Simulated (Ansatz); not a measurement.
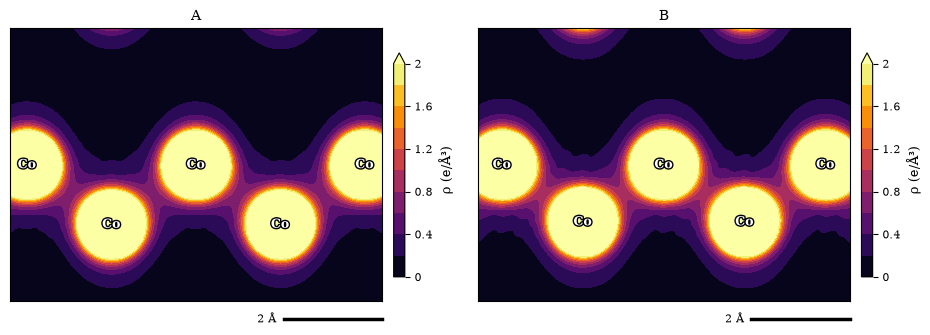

Co. The valence electron density of two cells that differ in size, on the (101̄) plane of each (indices in the axes of the calculation cell), at one length scale and on one colour scale: A has 14.3 Å³ an atom and B 12.6.

Theory: DFT, PBEsol, plane waves (420 eV) with PAW, scalar-relativistic in Ansatz.

Core electrons are frozen (PAW), and the valence fields are smoothed inside the atomic spheres.

The larger cell:

```
Co
1.0
     0.00000    2.42518    2.42518
     2.42518    0.00000    2.42518
     2.42518    2.42518    0.00000
Co
2
Direct
  0.12500 0.12500 0.12500
  0.87500 0.87500 0.87500
```

The smaller cell: a = 3.287 Å, b = 3.287 Å, c = 3.287 Å, α = 60.00°, β = 60.00°, γ = 60.00°.

Q: What changes from the larger cell to the smaller?

A: From the larger cell to the smaller, Co–Co goes from 2.10 to 2.01 Å, and the density at its midpoint from 0.71 to 0.85 e/Å³; the pressure goes from −0.1 to 25 GPa; the largest moment (Co) goes from 0.3 to 0.0 μB.
